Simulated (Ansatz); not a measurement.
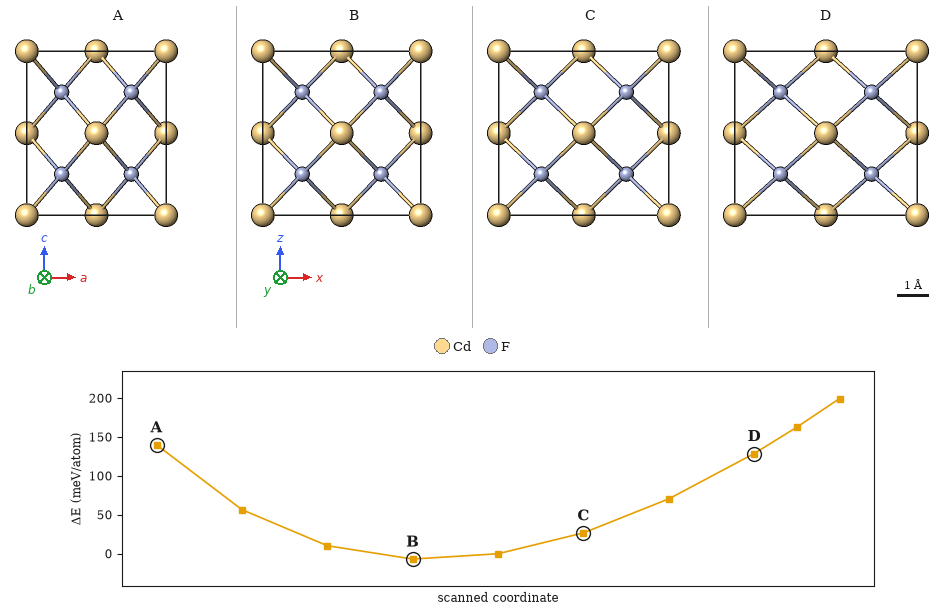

Frames of a one-coordinate scan of crystalline CdF₂ (Fm-3m). x, y and z are the Cartesian axes of the input. Style: ball-and-stick. Shown: the conventional cell (4 times the calculation's cell), along the b axis. Lengths and directions refer to the drawn axes.

These are results of DFT LDA, scalar-relativistic, plane waves, PAW in Ansatz, not measurements. Settings: plane-wave cutoff 420 eV; k-point mesh 8 × 8 × 8; occupations gaussian; smearing width 0.05 eV; no spin polarisation. Energies (free energies at the smearing named) are counted from the cell as listed in its source, which wasn't relaxed.

**Which coordinate changes from frame to frame?**

The cell is strained along x alone, with the atoms kept at their fractional coordinates. In the frames the strain is −0.15 (A), −0.0375 (B), 0.0375 (C), 0.1125 (D). Of the computed points the lowest is at the strain −0.0375, −6.8 meV/atom. At the ends of the scan the energy is 140.1 meV/atom (−0.15) and 199.5 meV/atom (0.15). The unrelaxed reference is under a pressure of −5.7 GPa, which tilts the curve. The distortion takes the space group from Fm-3m to I4/mmm. At the strain −0.15 the cell of the drawing goes a 5.388 → 4.580 Å.
